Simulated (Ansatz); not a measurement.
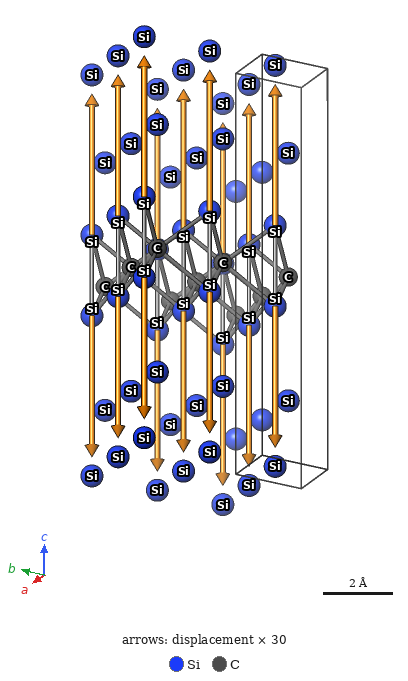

This is a relaxation of solid Si$_{5}$C (a generated structure, set up in P-6m2). The starting structure is drawn; orange arrows show the displacements (the part carried along by the change of the cell is left out), 30 times their true length.

Style: ball-and-stick. Shown: the cell of the calculation, repeated 3 × 3 × 1 with one cell outlined, from a free direction.

These are results of Ansatz, DFT PBE, scalar-relativistic, plane waves, PAW, not measurements.

Input
```yaml
crystal:
  lattice:
    - [2.7720107816, 0.0, 0.0]
    - [-1.3860053908, 2.4006317564, 0.0]
    - [0.0, 0.0, 12.0458185363]
  atoms:
    - { symbol: Si, position: [0.3333333333, 0.6666666667, 0.6005728035] }
    - { symbol: Si, position: [0.3333333333, 0.6666666667, 0.0] }
    - { symbol: Si, position: [0.3333333333, 0.6666666667, 0.3994271965] }
    - { symbol: Si, position: [0.6666666667, 0.3333333333, 0.8086784392] }
    - { symbol: Si, position: [0.6666666667, 0.3333333333, 0.1913215608] }
    - { symbol: C, position: [0.6666666667, 0.3333333333, 0.5] }
basis:
  ecutwfc: 420
kpoints:
  mp_grid: { grid: [18, 18, 4] }
hamiltonian:
  xc: pbe
scf:
  occupations: { method: gaussian, width: 0.1 }
output:
  forces: true
  stress: true
  eigenvalues: true
relax:
  adjacent_minimum: "off"
  f_tol: 0.01
  max_steps: 80
  cell: { stress_tol: 0.05 }
```

Launched with:
```bash
ansatz run input.yaml --threads 1 --pin off --max-ram 2560MiB --backend cpu --events-out ev --progress --plain --runs-dir out
```

Which element moves most?

Silicon: up to 0.14 Å, against 0.00 Å for carbon.

Describe the change and its energy.

Over 11 accepted moves (14 points after the start) the energy falls by 35.1 meV per atom. The largest force component goes from 0.066 to 0.00021 eV/Å. Pressure: 0.08 GPa at the start and 0.01 GPa at the end. The line search rejected the trial step at point 6 of the run. The SCF was repeated twice at an unchanged geometry on a basis and grid sized afresh for the cell, which shifted the energy by 0.3 meV per atom at most. The largest moves relative to the cell, 0.14 Å, are those of Si1 and Si3. Si3 goes along −c. C stays in place. The volume changes by −3.7 %, with a = b 2.772 → 2.889 Å (+4.2 %), c 12.046 → 10.681 Å (−11.3 %). Some distances before and after: Si1–C6 2.007 → 2.065 Å, Si1–Si3 2.423 → 2.433 Å. Among the angles between lasting bonds that change: Si1–C6–Si3 74.2° → 72.2°. The space group stays P-6m2 (No. 187). The run took 7.4 min on 1 thread of Intel(R) Xeon(R) Processor @ 2.50GHz (Skylake/Cascade Lake) (shared host), peak memory 0.45 GiB.

Limits of the set-up: layers or molecules are held without a dispersion correction, so their spacing is unreliable.
